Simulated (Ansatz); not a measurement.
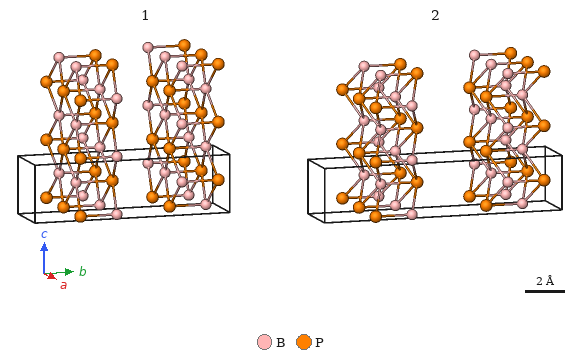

Two geometries of crystalline BP (a generated structure, set up in Cmcm) (coarse preliminary run), drawn at one scale. One is the start of a relaxation, the other its converged end. Style: ball-and-stick. Shown: the conventional cell (2 times the calculation's cell), repeated 2 × 1 × 3 with one cell outlined, slightly off an axis. Lengths and directions refer to the drawn axes.

Computed with DFT PBE, scalar-relativistic, plane waves, PAW in Ansatz. Set-up: plane-wave cutoff 420 eV; k-point mesh 6 × 6 × 6; occupations gaussian; smearing width 0.1 eV; no spin polarisation; cell and atoms relaxed; force threshold 0.04 eV/Å; at most 70 steps.

Question: Which geometry has the lower energy?

Answer: Structure 2 is the relaxed one. The largest moves relative to the cell, 0.45 Å, are those of B atoms. By element the largest moves are B 0.45 Å, P 0.01 Å. The drawn cell changes as follows: a 2.958 → 2.894 Å (−2.2 %), b 10.727 → 13.063 Å (+21.8 %), c 3.083 → 2.894 Å (−6.1 %); the volume changes by +11.8 %. Among the contacts that change: B–P 2.147 → 2.174 Å. Bond angles that change, for instance: P–B–P 168.3° → 140.6°, B–P–B 168.3° → 140.6°, B–P–B 84.1° → 70.3°. The space group stays Cmcm (No. 63). After 11 accepted moves (13 points after the start) the energy has fallen by 71.8 meV per atom. The largest force component goes from 0.66 to 0.0049 eV/Å. The pressure goes from 0.93 to 0.05 GPa. At 2 points the geometry stayed and the basis and grid were re-selected for the new cell (energy shift of 4.2 meV per atom at most each time). The run took 40 s on 1 thread of Intel(R) Xeon(R) Platinum 8259CL CPU @ 2.50GHz (Skylake/Cascade Lake), with other jobs on the host, peak memory 0.41 GiB.
